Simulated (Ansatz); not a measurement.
**A series of single points on Rh**

System: Rh (P6₃/mmc, 2 atoms in the cell).
Method: DFT r2SCAN, scalar-relativistic, plane waves, PAW, no spin polarisation (Ansatz 0.2.0).

The 5 runs differ only in the geometry, by a strain of the cell at fixed fractional positions. Against run 3, the strain is εzz = η. The structure derives from a Materials Project entry.

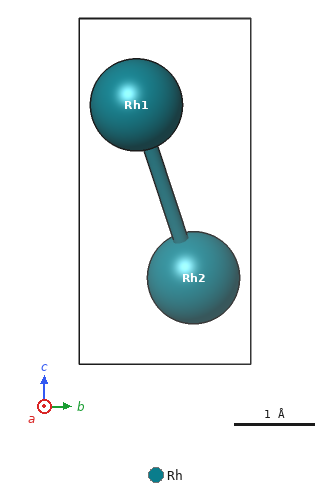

Figure 1. The structure of run 3 (ball-and-stick view of the cell of the calculation, along the a axis; atoms are numbered from 1 in the order of the input). An atom can appear more than once, as a periodic image.

**Input of run 3**
```yaml
crystal:
  lattice:
    - [2.4873517302, 0.0, 0.0]
    - [-1.2436758651, 2.1541097865, 0.0]
    - [0.0, 0.0, 4.3486172186]
  atoms:
    - { symbol: Rh, position: [0.6666666667, 0.3333333333, 0.75] }
    - { symbol: Rh, position: [0.3333333333, 0.6666666667, 0.25] }
basis:
  ecutwfc: 500
kpoints:
  mp_grid: { grid: [24, 24, 14] }
hamiltonian:
  xc: r2scan
scf:
  occupations: { method: gaussian, width: 0.15 }
output:
  forces: true
  stress: true
  eigenvalues: true
```

Command:
```bash
ansatz run input.yaml --threads 2 --pin off --max-ram 5120MiB --backend cpu --events-out ev --progress --plain --runs-dir out
```

Lattice vectors (Å) and fractional positions of run 3:
```
   2.487352    0.000000    0.000000
  -1.243676    2.154110    0.000000
   0.000000    0.000000    4.348617
Rh  0.666667  0.333333  0.750000
Rh  0.333333  0.666667  0.250000
```

Run 4 differs from it as follows:
```diff
-    - [0.0, 0.0, 4.3486172186]
+    - [0.0, 0.0, 4.5225619073]
```

**Results, with one run withheld**

| run | strain parameter η (%) | free energy per atom, from the lowest run given (meV) | pressure (GPa) |
| --- | --- | --- | --- |
| 1 | −8.0000 | 605.70 | 131.61 |
| 2 | −4.0000 | 289.83 | 98.67 |
| 3 | 0.0000 | 103.84 | 73.82 |
| 4 | 4.0000 | ? | ? |
| 5 | 8.0000 | 0.00 | 41.49 |

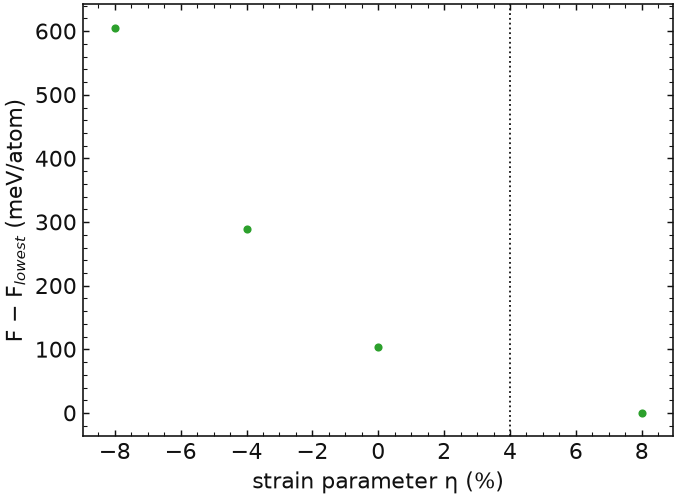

Figure 2. Free energy per atom of the runs given; the dotted line marks run 4.

What should run 4 give?

A quadratic polynomial in the coordinate, fitted to the 4 runs given, misses them by at most 8.84 meV per atom. With x = η + 1.0000, it reads F = 137.99 − 43.972 x + 3.1958 x² (meV per atom). At run 4 it gives −1.97 meV per atom, and the run itself gives 15.74. The fit has its minimum at η = 5.8797 %. The fit misses that run by 17.71 meV per atom.

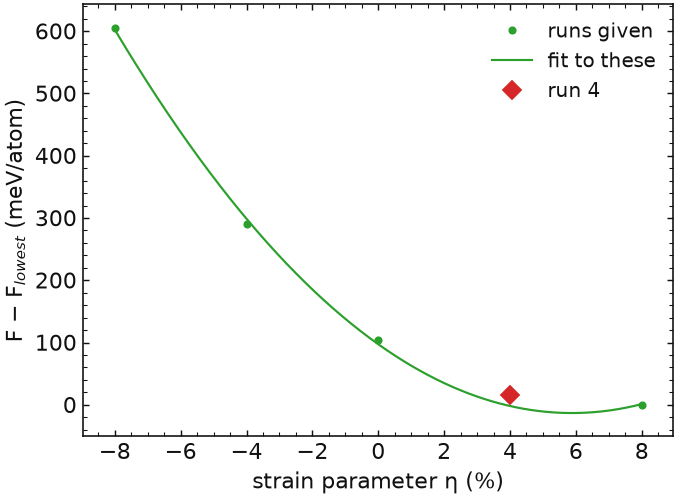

Figure 3. The fit and the withheld run.

**Output, shortened to warnings, some set-up lines, iterations and results (run 4)**
```
Basis set: ecut = 500 eV, 635 PW (Γ), exchange–correlation on 80×80×144 points (64 copies of the dense FFT grid, shifted against one another)
Symmetry: 24 space group operations
k-points: 488 of 8064
Initial density: superposition of atomic densities (neutral atoms: chi_scale 0, normalization atom), corrected by the library's trained network
[...]
SCF iter   1: F=—  HF=-12829.661212 eV  |F-HF|=—  |Δ(HF+E_count)|=         —  Δρ=1.25e-2  dr2=8.87e-3  dr2_τ=3.16e-2  ethr=1.77e-3  ⟨swp⟩=5.1  Hψ=43467  notcnv=0
SCF iter   2: F=—  HF=-12829.695162 eV  |F-HF|=—  |Δ(HF+E_count)|=   3.40e-2  Δρ=7.62e-3  dr2=4.77e-3  dr2_τ=5.53e-4  ethr=2.61e-5  ⟨swp⟩=2.1  Hψ=17870  notcnv=0
SCF iter   3: F=—  HF=-12829.697510 eV  |F-HF|=—  |Δ(HF+E_count)|=   2.35e-3  Δρ=3.91e-3  dr2=3.03e-3  dr2_τ=3.33e-4  ethr=1.40e-5  ⟨swp⟩=2.0  Hψ=16377  notcnv=0
SCF iter   4: F=—  HF=-12829.696607 eV  |F-HF|=—  |Δ(HF+E_count)|=   9.03e-4  Δρ=7.43e-4  dr2=1.12e-4  dr2_τ=1.46e-5  ethr=8.91e-6  ⟨swp⟩=2.1  Hψ=14780  notcnv=0
SCF iter   5: F=—  HF=-12829.696612 eV  |F-HF|=—  |Δ(HF+E_count)|=   5.06e-6  Δρ=1.62e-4  dr2=2.10e-6  dr2_τ=7.61e-7  ethr=3.28e-7  ⟨swp⟩=2.3  Hψ=17000  notcnv=0
SCF iter   6: F=—  HF=-12829.696624 eV  |F-HF|=—  |Δ(HF+E_count)|=   1.16e-5  Δρ=4.18e-5  dr2=2.19e-7  dr2_τ=7.13e-8  ethr=6.17e-9  ⟨swp⟩=2.0  Hψ=18296  notcnv=0
SCF iter   7: F=—  HF=-12829.696624 eV  |F-HF|=—  |Δ(HF+E_count)|=   1.35e-7  Δρ=2.09e-5  dr2=1.02e-7  dr2_τ=4.90e-9  ethr=2.94e-10  ⟨swp⟩=5.6  Hψ=41205  notcnv=0
SCF iter   8: F=-12829.696624 eV  HF=-12829.696624 eV  |F-HF|=9.91e-10  |Δ(HF+E_count)|=   2.97e-8  Δρ=8.02e-6  dr2=1.44e-8  dr2_τ=5.50e-10  ethr=2.94e-10  ⟨swp⟩=4.3  …
SCF 1 converged in 8 iterations: F = -12829.696624 eV  dr2 = 1.44e-8
SCF converged after 8 iterations
Free energy (F): -12829.696624 eV
Harris-Foulkes:  -12829.696624 eV  (|F-HF|=9.91e-10)
Internal energy: -12829.669423 eV  (E = F + TS)
E sigma→0 (E₀):  -12829.683023 eV
Entropy (-TS):   -0.027201 eV (-13.601 meV/atom)
Fermi energy:    26.081191 eV
--- Per-component energies (eV) ---
  E_band       = -90.506801
  E_kinetic    = 1158.412824
  E_local      = -2838.914338  (includes V_loc(G=0)·N_el)
  E_nonlocal   = 712.546208
  E_hartree    = 1010.023608
  E_xc         = -437.593967
  E_vxc        = -634.181612  (∫ρ·V_xc dr)
  E_paw        = -7209.717102  (= ΣΔE_a)
  E_vpaw       = -551.231668  (= ΣTr[D̂ρ^β])
  E_aug_tail   = 0.001264  (compensation charges beyond the density's cutoff)
  E_vtau       = 42.806607  (kinetic-family band-sum trace: ∫τ·v_τ [+ j·A + Jᵃ·Aᵃ] dr)
  E_ewald      = -5223.688001
  E_core_change = -0.739919  (= ΣΔE_core)
  E_smearing   = -0.027201  (= −TS)
  E_closure    = 0.000000  (closes the sum)
  Σ components = -12829.696624   (vs F -12829.696624, Δ=0.00e0)
--- Forces (eV/Å), atoms counted from 1 ---
  atom   1  Rh    -0.00000000     0.00000000     0.00000000
  atom   2  Rh    -0.00000000    -0.00000000     0.00000000
  max |Σ_I F_I| component: 1.39e-17 eV/Å
--- Stress (GPa, compression-positive) ---
       74.604820       0.000000       0.000000
        0.000000      74.604820       0.000000
        0.000000       0.000000      16.541464
  P = ⅓ Tr σ = 55.2504 GPa (552.504 kbar)
```
